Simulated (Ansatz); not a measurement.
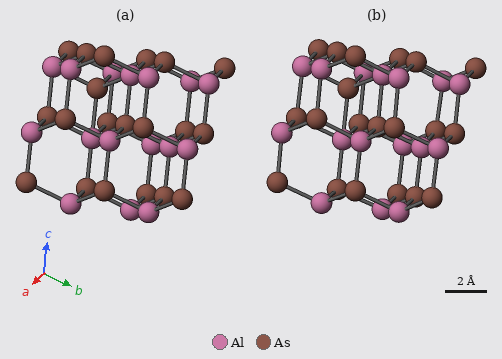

The structure of a defect cell of composition Al16As17 before (left) and after (right) a relaxation, at one scale.

A ball-and-stick model of the atoms within 5.8 Å of the atom that moves most (axes of the cell of the calculation), seen slightly off an axis.

Case: As interstitial, charge +0, atoms relaxed at the host's cell.

All numbers below come from DFT PBE, scalar-relativistic, plane waves, PAW in Ansatz 0.2.0. Set-up: plane-wave cutoff 420 eV; k-point mesh 2 × 2 × 2; occupations gaussian; smearing width 0.01 eV; mesh shifted by (0.5, 0.5, 0.5); collinear spin; atoms relaxed in a fixed cell; force threshold 0.025 eV/Å; at most 45 steps.

Q: Summarise the run.

A: After 2 geometry steps the energy has fallen by 0.511 eV per cell of the calculation. The largest force component goes from 1 to 0.013 eV/Å. The largest moves, 0.12 Å, are those of As atoms. Largest moves by element: As 0.12 Å, Al 0.06 Å. The cell stays as it was. Near-neighbour distances that change, for instance: Al–As 2.480 → 2.570 Å, Al–As 2.480 → 2.541 Å, Al–As 2.480 → 2.454 Å. Bond angles that change, for instance: Al–As–Al 109.5° → 112.7°, Al–As–Al 109.5° → 107.3°, Al–As–Al 109.5° → 111.5°. Cost: 110 s on 4 threads of Arm Neoverse V1, on a shared host, peak memory 2.7 GiB.
